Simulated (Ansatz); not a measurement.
## Band-structure calculation, with input and output: MnS

MnS (Fm-3m, 2 atoms in the cell), computed with DFT PBE, scalar-relativistic, plane waves, PAW, spin-polarised (Ansatz 0.2.0).

The structure derives from an entry of the Crystallography Open Database. Figures and captions count atoms from 1; the log counts them from 0 in places.

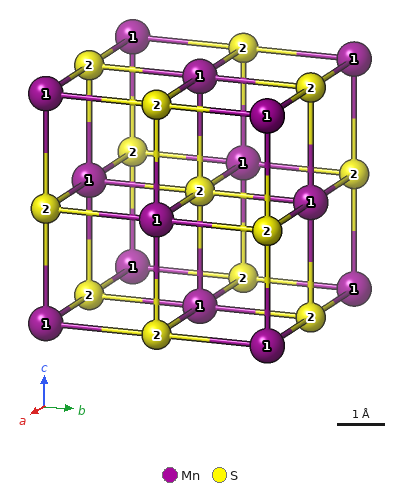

*The structure (ball-and-stick view of the cell 4 times as large as that of the calculation, set on its symmetry axes, seen slightly off an axis; atoms are numbered from 1 in the order of the input). An atom can appear more than once, as a periodic image.*

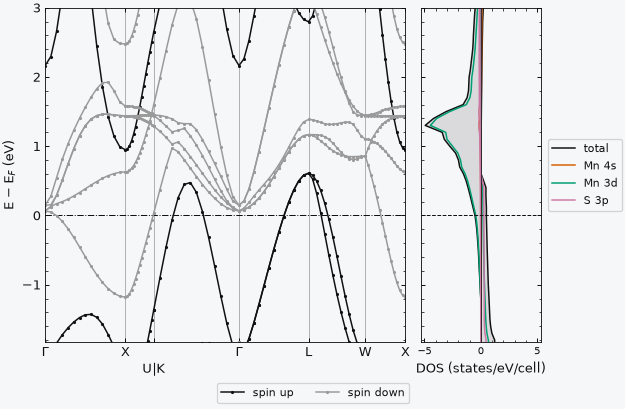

*Band structure along Γ–X–U|K–Γ–L–W–X and density of states (projected on Löwdin-orthogonalised atomic shells), with energies from the Fermi level.*

Bands cross the Fermi level: a metal at this level of theory.

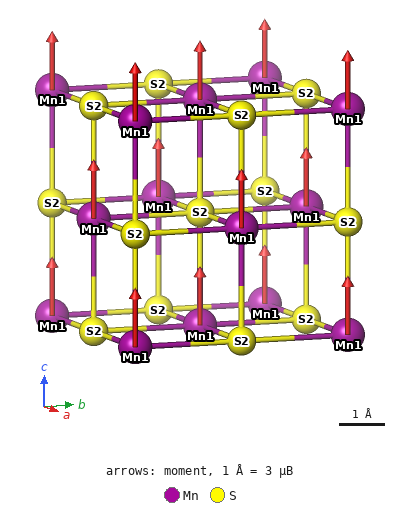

*Magnetic moments of the sites as red arrows (ball-and-stick view of the cell 4 times as large as that of the calculation, set on its symmetry axes, seen slightly off an axis; atoms are numbered from 1 in the order of the input); small moments hardly show. The run is collinear, so the axis drawn is arbitrary.*

Site moments: Mn1 (4.02 μB); S2 (0.12 μB). They are counted near the atoms and needn't add up to the moment of the cell.

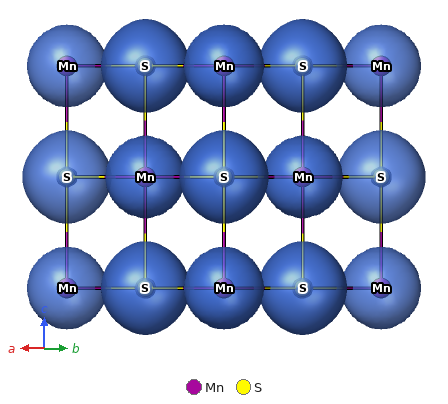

*Isosurface of the valence charge density (pseudo) at 0.5 e/Å³ (blue), seen along [110]. Sticks mark near contacts. The outline is the cell set on symmetry axes.*

At this value the density breaks into separate islands; it holds about 75 % of the electrons treated as valence (semicore included). It is pinched off along the Mn–S (2.55 Å) contacts. On the grid the lowest density along these lines, outside the cores, is 0.32 e/Å³ (Mn–S, 2.55 Å). In a PAW calculation such maps are meaningful between the atoms, not at the nuclei.

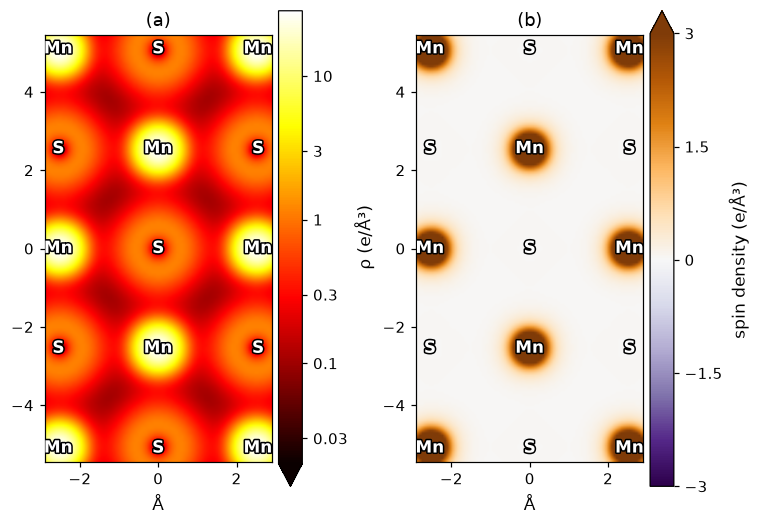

*(a) valence charge density (pseudo); (b) spin density (up minus down) on the (010) plane of the conventional cell.*

The section cuts through Mn and S sites. Mn–S (2.55 Å): the density is about 0.34 e/Å³ at the midpoint. Away from the nuclei the density in this plane falls to 0.11 e/Å³ at its lowest. The cell of the calculation (2 atoms) carries 4.5 μB net.

These pictures come from the run below.

## The input
```yaml
crystal:
  lattice:
    - [0.0, 2.5476020649, 2.5476020649]
    - [2.5476020649, 0.0, 2.5476020649]
    - [2.5476020649, 2.5476020649, 0.0]
  atoms:
    - { symbol: Mn, position: [0.0, 0.0, 0.0], spin: 4.42 }
    - { symbol: S, position: [0.5, 0.5, 0.5], spin: 0.14 }
basis:
  ecutwfc: 420
kpoints:
  mp_grid: { grid: [14, 14, 14] }
  band_path:
    path:
      - [[0.0, 0.0, 0.0], [0.5, 0.0, 0.5], [0.625, 0.25, 0.625]]
      - [[0.375, 0.375, 0.75], [0.0, 0.0, 0.0], [0.5, 0.5, 0.5], [0.5, 0.25, 0.75], [0.5, 0.0, 0.5]]
    npoints: 14
hamiltonian:
  xc: pbe
scf:
  occupations: { method: gaussian, width: 0.1 }
  n_extra_bands: 6
output:
  forces: true
  stress: true
  eigenvalues: true
  populations: true
  dos: { projected: true, de: 0.02, nscf_kmesh: { grid: [21, 21, 21] } }
  bader: true
  write_density: true
  write_potential: true
  elf: true
  volumetric_format: npy
magnetization:
  spin_polarized: true
checkpoint:
  read: start.run
  write: ck
  compress: false
  write_wavefunctions: false
  write_every: 100000
```

Launch command:
```bash
ansatz run input.yaml --threads 1 --pin off --max-ram 2560MiB --backend cpu --events-out ev --progress --plain --runs-dir out
```

## Output
```
Warning: checkpoint.read: spin seed differs: saved 03204cd7190f…, current dea7e27f9fd1…; the loaded state replaces the seed-built initial guess (but the starting_ns of a DFT+U solve that opens without the state's occupation matrices), so the run may converge into the producing seed's basin, or, where the symmetry group that follows from this deck's starting moments and starting_ns does not hold the saved magnetisation, lose that magnetisation at its first build. Where atoms have moved since the state was saved, this difference can also decide whether moments are moved with them. A self-consistent run of this deck without the state starts from its starting moments and, under a DFT+U term, its starting_ns
scf.n_extra_bands = 6 over 11 filled bands (N_el = 21.0): the run solves 17 bands
Engine: ansatz 0.2.0, aarch64-unknown-linux-gnu
Pseudopotentials: kind: paw
Pseudopotential: Mn, paw, valence charge 15, recommended cutoff 420 eV (normal), Mn.paw.azcp
Pseudopotential: S, paw, valence charge 6, recommended cutoff 420 eV (normal), S.paw.azcp
Functional definition: PBE
  parameter kappa = 0.804
  parameter beta = 0.06672455060314922
  exchange = pbe_x(kappa = kappa, mu = beta*pi^2/3)
  correlation = pbe_c(beta = beta)
Crystal: 2 atoms, lattice volume = 33.069 Å³
Basis set: ecut = 420 eV, 645 PW (Γ), exchange–correlation on 50×50×50 points (8 copies of the dense FFT grid, shifted against one another)
Bands: 17, of which v1, the nominal top of the filled ones, is band 11 counted from 1 (10 counted from 0)
Symmetry: 48 space group operations
Space group: Fm-3m (ITA 225), of the structure as read, at distance tolerance 3.2e-5 Å
Magnetic group: BNS 225.116 (UNI 1618), of the structure as read, at distance tolerance 3.2e-5 Å
k-points: 104 of 2744
Non-local potential: Mn, projectors of the file, l = 0: 3, l = 1: 2, l = 2: 3, l = 3: 1
Non-local potential: S, projectors of the file, l = 0: 2, l = 1: 2, l = 2: 2
PAW form: soft (Blöchl's): semilocal exchange-correlation on the pseudo side does not see the compensation charge
PAW one-centre angular grid: Mn, 590 points (default); XC on 64 Gauss nodes
PAW one-centre angular grid: S, 110 points (default); XC on 64 Gauss nodes
Initial density: read from a saved state, or passed on in memory by an earlier SCF of this step, an earlier step, the calling program or the single point that the run made first
Stability of the state it starts from, as read at its close in the collinear treatment: not read negative (Ritz values of 1 − χ₀K, real part plus size of imaginary part, from 0.41 to 0.58, by its mixing steps under the symmetry group of the SCF that read it); its run was given moments
Starting moments: Σ|m| = 4.56 μB on 2 of 2 sites; this step starts from the density that it was given
Initial wavefunctions: pseudopotential atomic-orbital guess
Functional: x = pbe(κ = 0.804, μ = 0.2195149727645171), c = pbe(β = 0.06672455060314922)
iter 1 solved again at ethr=8.08e-8 eV; its pass at ethr=3.10e-3 eV (dr2=1.70e-5 eV) is discarded
SCF iter   1: F=—  HF=-4801.848875 eV  |F-HF|=—  |Δ(HF+E_count)|=         —  Δρ=1.19e-7 (↑1.19e-7 ↓1.18e-7)  dr2=5.54e-12  dr2_m=3.16e-12  M=4.485 μB ∫|m|=4.485 μB  β_m=0.30  ethr=8.08e-8  ⟨swp⟩=3.0  Hψ=27065  notcnv=0
eigensolver tolerance schedule: the retry pair's looser diagonalisation over-reported the residual by 3062220.81 of it (diagonalisation noise at an unbounded share of the residual, at the tolerance the schedule requests for it); recorded, not acted on — ethr = c·dr2/N_el stays at c = 1.0e-1
preconditioner: auto → Kerker (q_TF=auto, 2.529 Å⁻¹)  [metal: Δε(μ)=0.022 eV  Ē_g=9.881 eV  σ=0.100 eV  W_gap=0.13  n_scr=14 (ndim 8)  ℏωp=23.3 eV  f_vac=0.000  D(μ)=0.92/eV (n_scr^D=8)]
spin=Collinear: Kerker preconditioning applied to the charge; magnetization (m = ρ↑ − ρ↓) channel mixes plain (no charge-response kernel on spin).
SCF iter   2: F=-4801.848875 eV  HF=-4801.848875 eV  |F-HF|=5.46e-12  |Δ(HF+E_count)|=   1.57e-9  Δρ=7.07e-8 (↑6.86e-8 ↓7.07e-8)  dr2=5.48e-12  dr2_m=4.86e-14  M=4.485 μB ∫|m|=4.485 μB  ethr=1.00e-12  ⟨swp⟩=8.2  Hψ=18979  notcnv=0
SCF 1 converged in 2 iterations: F = -4801.848875 eV  dr2 = 5.48e-12
  greatest PAW one-centre occupation: 1.003 electrons in one spin orbital (limit 2), on the Mn atom at site 0 (counted from 0), in its partial waves of l = 1
NSCF: frozen V_eff on 86 k-points
NSCF: frozen V_eff on 286 k-points
SCF converged after 2 iterations
Magnetization: 4.4845 μB (12.7423 up, 8.2577 down)
Absolute magnetization: 4.4853 μB (∫|ρ↑−ρ↓|, with the PAW one-centre terms)
Spin contamination: 0.0406 ħ² per cell (⟨S²⟩ above its minimum at these occupations)
Per-site moments (μB) at R_I (Å): [(4.018178479427182, 1.05088585177125), (0.12296651099309892, 1.05088585177125)]
Free energy (F): -4801.848875 eV
Harris-Foulkes:  -4801.848875 eV  (|F-HF|=5.46e-12)
Internal energy: -4801.844259 eV  (E = F + TS)
E sigma→0 (E₀):  -4801.846567 eV
Entropy (-TS):   -0.004616 eV (-2.308 meV/atom)
Fermi energy:    11.377055 eV
--- Per-component energies (eV) ---
  E_band       = -278.286829
  E_kinetic    = 407.871305
  E_local      = -2389.508595  (includes V_loc(G=0)·N_el)
  E_nonlocal   = 279.986248
  E_hartree    = 983.599445
  E_xc         = -208.795932
  E_vxc        = -230.300576  (∫ρ·V_xc dr)
  E_paw        = -1906.887205  (= ΣΔE_a)
  E_vpaw       = -313.534237  (= ΣTr[D̂ρ^β])
  E_aug_tail   = -0.000008  (compensation charges beyond the density's cutoff)
  E_ewald      = -1968.109517
  E_smearing   = -0.004616  (= −TS)
  E_closure    = -0.000000  (closes the sum)
  Σ components = -4801.848875   (vs F -4801.848875, Δ=0.00e0)
--- Forces (eV/Å), atoms counted from 1 ---
  atom   1  Mn    -0.00000000     0.00000000     0.00000000
  atom   2  S      0.00000000    -0.00000000     0.00000000
  max |Σ_I F_I| component: 9.47e-30 eV/Å
--- Stress (GPa, compression-positive) ---
       -0.027494       0.000000      -0.000000
        0.000000      -0.027494       0.000000
       -0.000000      -0.000000      -0.027494
  P = ⅓ Tr σ = -0.0275 GPa (-0.275 kbar)
--- Band table (eV; the first three rows and the last of 208) ---
  k-point 0 ↑: bands = ["-70.4632", "-39.2146", "-39.2146", "-39.2146", "-3.7391", "7.9629", "7.9629", "7.9629", "8.0665", "8.0665", "9.3534", "9.3534", "9.3534", "13.5414", "19.9707", "19.9707", "19.9707"]
  k-point 1 ↑: bands = ["-70.4632", "-39.2152", "-39.2147", "-39.2147", "-3.6818", "7.8150", "7.8345", "7.8345", "8.0107", "8.0107", "9.1308", "9.5950", "9.5950", "13.8999", "19.4649", "19.9656", "19.9656"]
  k-point 2 ↑: bands = ["-70.4631", "-39.2168", "-39.2149", "-39.2149", "-3.5144", "7.2575", "7.4373", "7.4373", "8.0829", "8.0829", "8.8469", "10.0849", "10.0849", "14.6460", "18.7136", "19.7523", "19.7523"]
  k-point 103 ↓: bands = ["-66.0238", "-34.8698", "-34.8680", "-34.8651", "-1.7534", "5.9669", "6.4431", "6.8913", "11.9619", "12.4438", "12.4641", "12.8173", "12.8346", "16.9171", "18.9343", "19.6616", "19.7073"]
--- Löwdin populations: 2 sites ---
  site symbol       q [e]    m [muB]
     0     Mn     14.0584     4.2595
     1      S      6.7799     0.1949
  spilling = 0.007699 (of n_electrons = 21.000000)
--- Bader charges: 2 sites ---
  site symbol  charge [e]  shift [e]    m [muB]
     0     Mn      1.1467     0.0017     4.2038
     1      S     -1.1467     0.0017     0.2807
  estimated error of the sums over rays = 4.4e-4 e
```

## Key numbers

| quantity | value |
| --- | --- |
| outcome | converged |
| space group (tolerance 0.01 Å) | Fm-3m (225) |
| electrons treated | 21 |
| free energy | −4801.8489 eV |
| Fermi energy | 11.377 eV |
| gap on the k-point mesh | none (metallic) |
| net moment of the cell | 4.48 μB |
| integrated absolute moment | 4.49 μB |
| pressure | −0.03 GPa |
| largest force (length of the vector) | under 0.001 eV/Å |
| hardware | 1 thread of Arm Neoverse V1, 24 GiB of memory available, shared host |
| wall time | 25 s |
| peak memory | 0.39 GiB |

## Notes

Warnings of the run: the state was not tested for a lower one.
